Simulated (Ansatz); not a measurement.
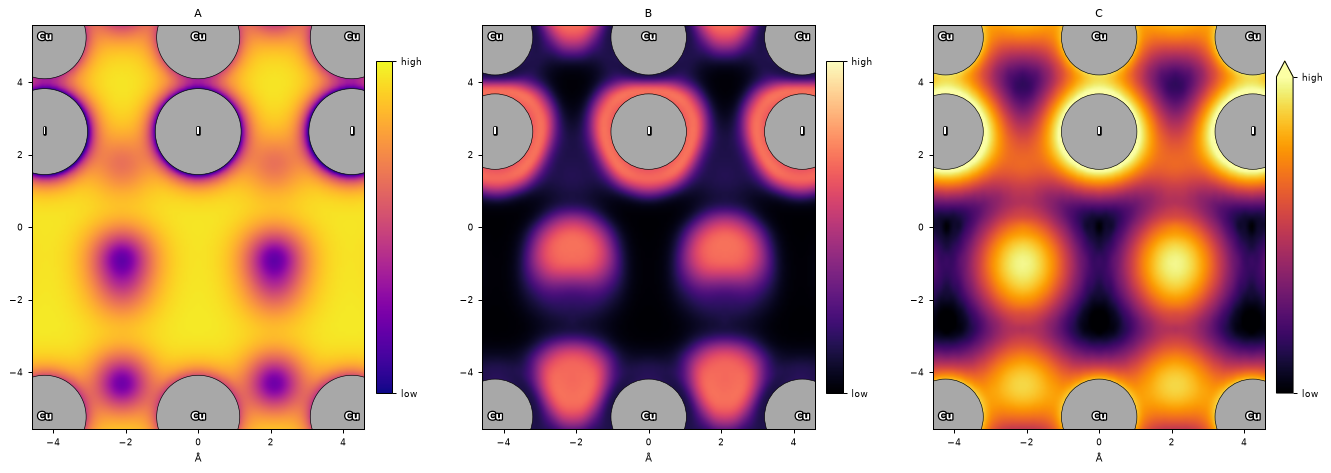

CuI: 3 fields on the (010) plane of the conventional cell, with unlabelled colour scales. Grey discs cover the atomic cores.

Space group R3m; started from the zincblende prototype, which need not be the ambient phase; changed on purpose from its base cell (epitaxial 111 strain -0.5%); computed without spin polarisation.

All numbers below come from Ansatz 0.2.0, DFT, HSE06, plane waves, PAW.

```
CELL_PARAMETERS angstrom
0.00000 -2.99697 2.99697
-2.99697 2.99697 0.00000
-6.04699 -6.04699 -6.04699
ATOMIC_POSITIONS crystal
Cu 0.00000 0.00000 0.99931
Cu 0.33333 0.66667 0.66597
Cu 0.66667 0.33333 0.33264
I 0.00000 0.00000 0.75069
I 0.33333 0.66667 0.41736
I 0.66667 0.33333 0.08403
```

Question: Match the panels to the quantities (electron localisation function, electrostatic potential energy of an electron and valence pseudo-density).

Answer: Panel A: electrostatic potential energy of an electron (low next to the atoms, rising into the space between them). Panel B: electron localisation function. Panel C: valence pseudo-density. From the grid: Cu–I (2.60 Å): ρ is about 0.42 e/Å³ halfway, with its minimum of 0.37 e/Å³ about 1.1 Å from Cu; the ELF is about 0.55 at the midpoint.
